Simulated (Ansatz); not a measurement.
# ZrO₂: what the fields show

```yaml
crystal:
  lattice:
    - [2.51927, 0.00000, -2.51927]
    - [-2.51927, 2.51927, 0.00000]
    - [5.15203, 5.15203, 5.15203]
  atoms:
    - { symbol: Zr, position: [0.00000, 0.00000, 0.00000] }
    - { symbol: Zr, position: [0.66667, 0.33333, 0.33333] }
    - { symbol: Zr, position: [0.33333, 0.66667, 0.66667] }
    - { symbol: O, position: [0.00000, 0.00000, 0.24904] }
    - { symbol: O, position: [0.66667, 0.33333, 0.58237] }
    - { symbol: O, position: [0.33333, 0.66667, 0.91571] }
    - { symbol: O, position: [0.66667, 0.33333, 0.08429] }
    - { symbol: O, position: [0.33333, 0.66667, 0.41763] }
    - { symbol: O, position: [0.00000, 0.00000, 0.75096] }
```

Space group R-3m; started from the fluorite prototype, which need not be the ambient phase; changed on purpose from its base cell (epitaxial 111 strain -1.0%); computed pressure about 2 GPa in this cell.

Theory: Ansatz 0.2.0, DFT, r2SCAN with spin-orbit coupling, plane waves, PAW.

In a PAW calculation such maps are meaningful between the atoms, not at the nuclei.

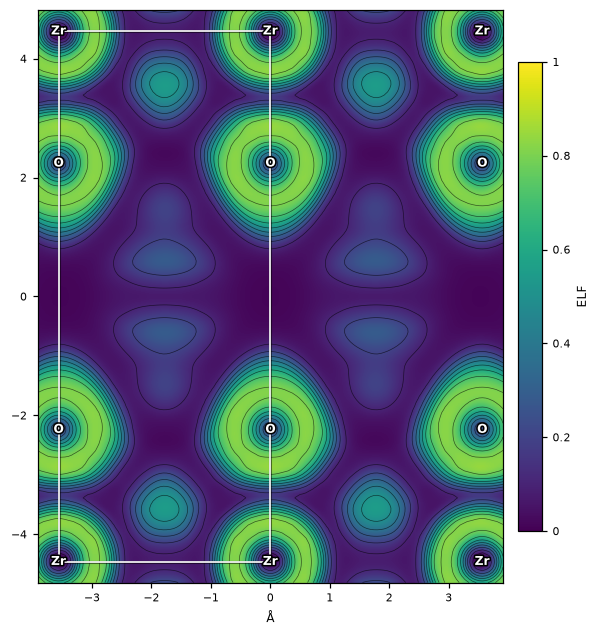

Figure 1. Electron localisation function on the (010) plane of the conventional cell.

### Read the bonding off the picture.

- Atoms in the plane: Zr and O.
- The features right at Zr lie inside the PAW spheres, where the map follows smoothed inner orbitals and isn't to be read closely.

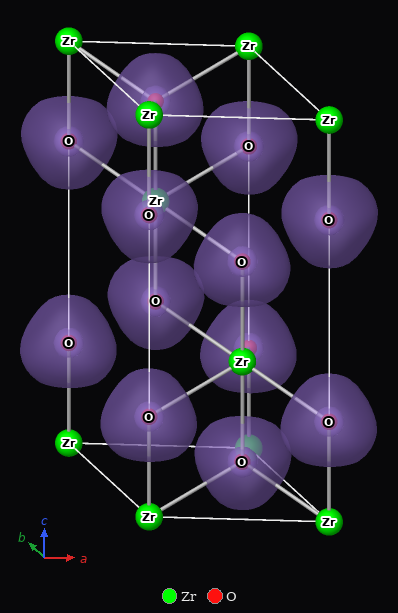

Figure 2. Isosurface of the ELF at 0.6 (purple), seen at an oblique angle. Only the valence region is drawn (cores and ρ < 0.01 e/Å³ removed). Sticks mark near contacts.

### Describe the localisation domains.

The ELF exceeds this value in six regions wrapped around O (the valence shell of each), counted in one cell of 9 atoms. Any copies at cell faces, edges or corners count once. Along the contacts the grid gives the following. Zr–O (2.19 Å): the ELF peaks at about 0.85 in the valence shell of O, 0.6 Å from its nucleus, and drops to about 0.20 between the two atoms: no localised pair shows between them.

### Does the calculation give a band gap?

It is gapped, with a Kohn–Sham gap of 3.9 eV on the k-point mesh (the band edges may lie off the mesh, which would make the gap smaller).
